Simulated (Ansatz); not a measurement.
CuO

```yaml
crystal:
  lattice:
    - [2.81021, 0.00000, 0.00000]
    - [-1.40510, 2.43371, 0.00000]
    - [0.00000, 0.00000, 15.78422]
  atoms:
    - { symbol: Cu, position: [0.00000, 0.00000, 0.00000] }
    - { symbol: Cu, position: [0.66667, 0.33333, 0.33333] }
    - { symbol: Cu, position: [0.33333, 0.66667, 0.66667] }
    - { symbol: Cu, position: [0.33333, 0.66667, 0.16667] }
    - { symbol: Cu, position: [0.00000, 0.00000, 0.50000] }
    - { symbol: Cu, position: [0.66667, 0.33333, 0.83333] }
    - { symbol: O, position: [0.00000, 0.00000, 0.10616] }
    - { symbol: O, position: [0.66667, 0.33333, 0.43950] }
    - { symbol: O, position: [0.33333, 0.66667, 0.77283] }
    - { symbol: O, position: [0.66667, 0.33333, 0.22717] }
    - { symbol: O, position: [0.33333, 0.66667, 0.56050] }
    - { symbol: O, position: [0.00000, 0.00000, 0.89384] }
```

Space group R-3m; started from the delafossite prototype, which need not be the ambient phase; not relaxed (largest force 0.6 eV/Å); computed pressure about 56 GPa in this cell; spin-polarised.

The calculation used DFT PBE, scalar-relativistic, plane waves, PAW in Ansatz.

**What can the converged valence pseudo-density, electron localisation function and spin density tell about the bonding?**

Cu–O (1.68 Å): ρ at the midpoint is about 1.3 e/Å³; the ELF peaks at about 0.85 in the valence shell of O, 0.5 Å from its nucleus, and is about 0.30 at the midpoint; no shared electron pair shows on this line.
The spin density sits on Cu: +0.6 μB (×3) in one cell of 12 atoms, with smaller moments on other sites: Cu (up to +0.11 μB) and O (up to +0.21 μB): parallel main moments (a ferromagnetic arrangement) in this solution. The cell of the calculation (4 atoms) carries 1.2 μB of net spin moment.

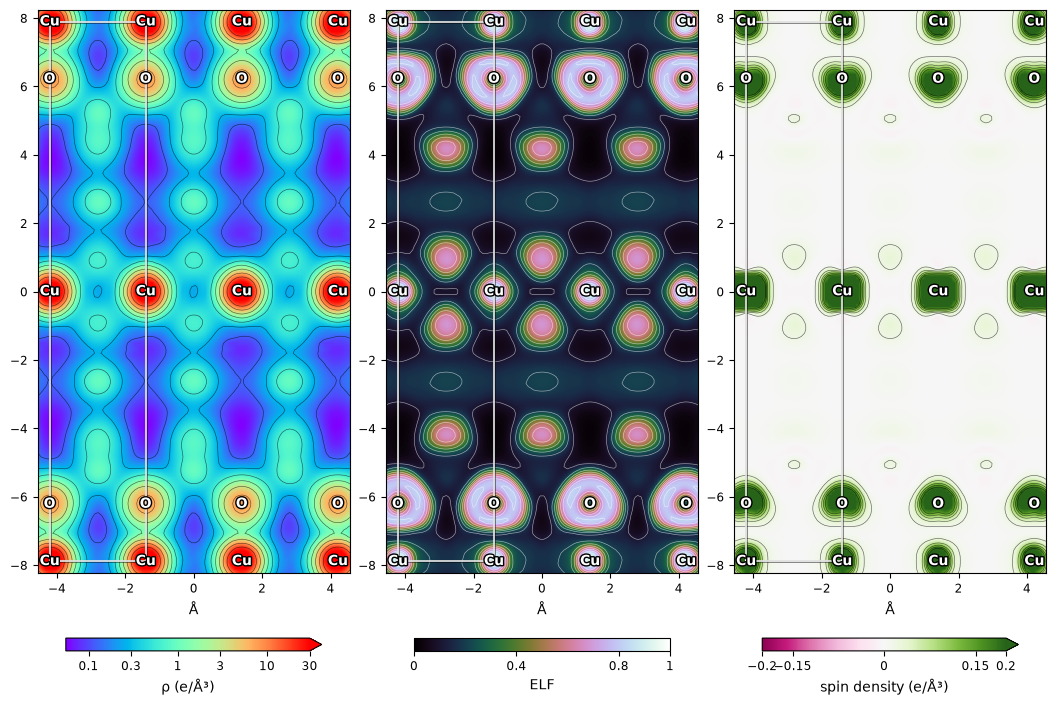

Computed valence pseudo-density, electron localisation function and spin density on the (100) plane of the conventional cell, in this order. Atoms just off the plane (Cu, 0.8 Å away and O, 0.8 Å away) can leave unmarked features too.

The density is the valence pseudo-density of a PAW calculation; it isn't the true density close to the nuclei.
